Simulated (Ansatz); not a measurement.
FePt$_{4}$

Input

```
crystal:
  lattice:
    - [2.7499184511, 0.0, 0.0]
    - [-1.3749592256, 2.381499237, 0.0]
    - [0.0, 0.0, 22.9992208705]
  atoms:
    - { symbol: Fe, position: [0.3333333333, 0.6666666667, 0.0], spin: 3.29 }
    - { symbol: Fe, position: [0.6666666667, 0.3333333333, 0.5], spin: -3.29 }
    - { symbol: Pt, position: [0.3333333333, 0.6666666667, 0.8019124294] }
    - { symbol: Pt, position: [0.3333333333, 0.6666666667, 0.1980875706] }
    - { symbol: Pt, position: [0.6666666667, 0.3333333333, 0.3019131467] }
    - { symbol: Pt, position: [0.6666666667, 0.3333333333, 0.6980868533] }
    - { symbol: Pt, position: [0.3333333333, 0.6666666667, 0.407935802], spin: -0.25 }
    - { symbol: Pt, position: [0.3333333333, 0.6666666667, 0.592064198], spin: -0.25 }
    - { symbol: Pt, position: [0.6666666667, 0.3333333333, 0.9079352297], spin: 0.25 }
    - { symbol: Pt, position: [0.6666666667, 0.3333333333, 0.0920647703], spin: 0.25 }
basis:
  ecutwfc: 420
kpoints:
  mp_grid: { grid: [18, 18, 2] }
hamiltonian:
  xc: pbe
scf:
  occupations: { method: gaussian, width: 0.1 }
output:
  forces: true
  stress: true
  eigenvalues: true
  populations: true
  write_density: true
  write_potential: true
  elf: true
  volumetric_format: npy
magnetization:
  spin_polarized: true
relax:
  adjacent_minimum: "off"
  f_tol: 0.01
  max_steps: 80
  cell: { stress_tol: 0.05 }
```

Run with:

```sh
ansatz run input.yaml --threads 4 --pin off --max-ram 8192MiB --backend cpu --events-out ev --progress --plain --runs-dir out
```

Below, planes, directions and counts refer to the cell of the magnetic structure (a = 2.75 Å, b = 2.75 Å, c = 23.05 Å, α = 90.00°, β = 90.00°, γ = 120.00°).

The fields are those of the relaxed geometry.

Space group P6₃/mmc; a structure generated by program, which may or may not match a known phase; spin-polarised.

All numbers below come from DFT PBE, scalar-relativistic, plane waves, PAW in Ansatz.

In a PAW calculation such maps are meaningful between the atoms, not at the nuclei.

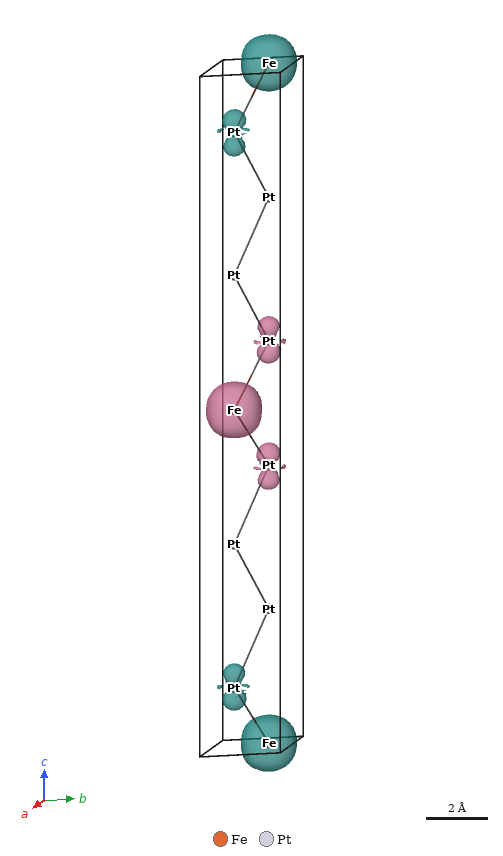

Figure 1. Isosurfaces of the magnetisation density (up minus down) at +0.1 (teal) and −0.1 e/Å³ (pink), seen slightly off an axis. Sticks mark near contacts.

### Where is the spin, and how is it ordered?

The spin density sits on Fe: +3.0 μB and −3.0 μB in one cell of 10 atoms, with smaller moments on Pt (±0.28 μB): antiferromagnetic in this solution, which needn't be the ground state, with nearest magnetic neighbours parallel and the sign changing further off. The cell of the calculation (10 atoms) carries 0.0 μB of net spin moment.

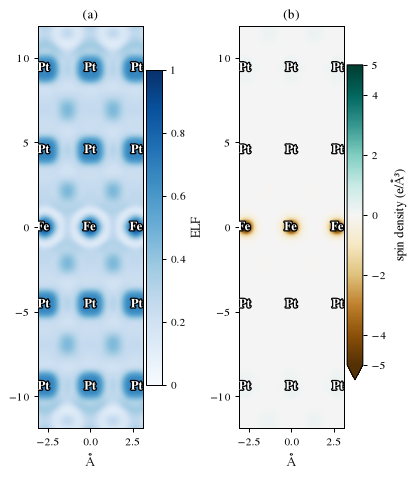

Figure 2. (a) ELF; (b) magnetisation density (up minus down) on the (100) plane of the cell of the magnetic structure.

### Read the bonding off the picture.

Atoms in the plane: Fe and Pt.
Atoms just off the plane (Fe, 0.8 Å away and Pt, 0.8 Å away) can leave unmarked features too.
Fe–Fe (2.75 Å): the ELF is about 0.25 at the midpoint (no localised pair shows between them).
Pt–Pt (2.75 Å): the ELF is about 0.30 at the midpoint: no localised pair shows between them.
The features right at Fe and Pt lie inside the PAW spheres, where the map follows smoothed inner orbitals and isn't to be read closely.

### Does the calculation give a band gap?

It is gapless in this calculation (a metal or semimetal).
